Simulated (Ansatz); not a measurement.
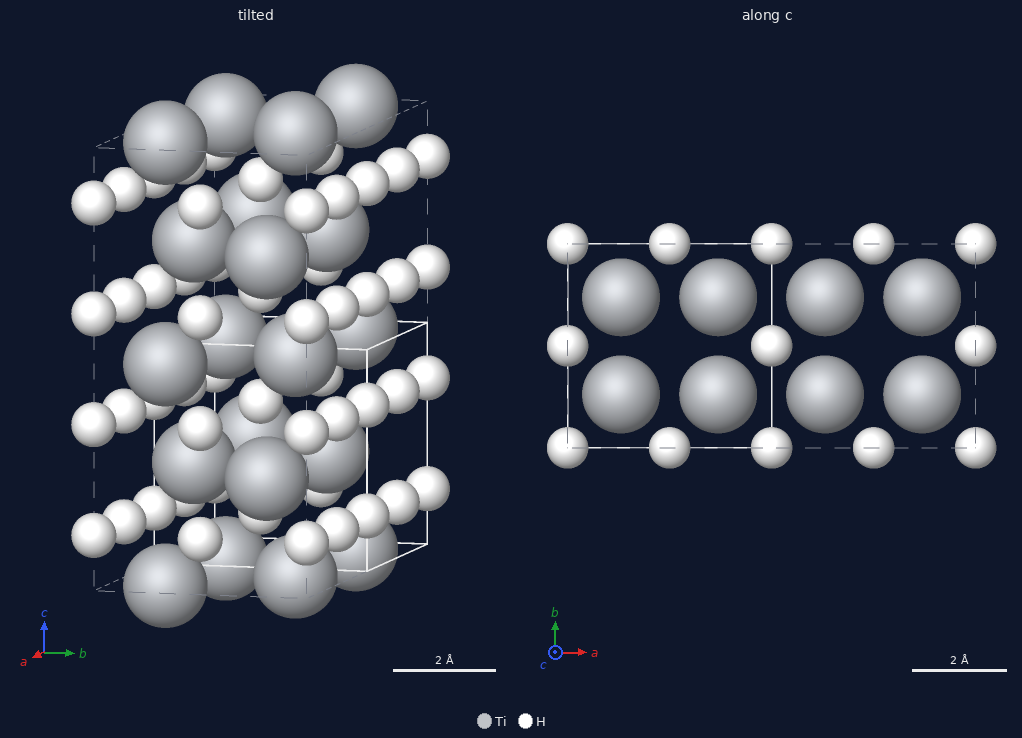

The image is a spheres-only drawing of a crystal, viewed slightly off an axis and along the c axis. Shown are 2×1×2 repeats of the conventional unit cell, one of them outlined in solid lines. Cell: a = 4.343 Å, b = 4.343 Å, c = 4.386 Å, α = 90.00°, β = 90.00°, γ = 90.00°.

State composition, symmetry and coordination.

The compound is Ti2H3. It belongs to space group P4_2/mcm (No. 132) and has a primitive tetragonal lattice. Cell content 4 Ti, 6 H; Z = 2.

The structure comes from a structure listed in the Materials Project. Earlier steps of the study may have refined or changed the cell and positions. It was run through Ansatz as a DFT input.
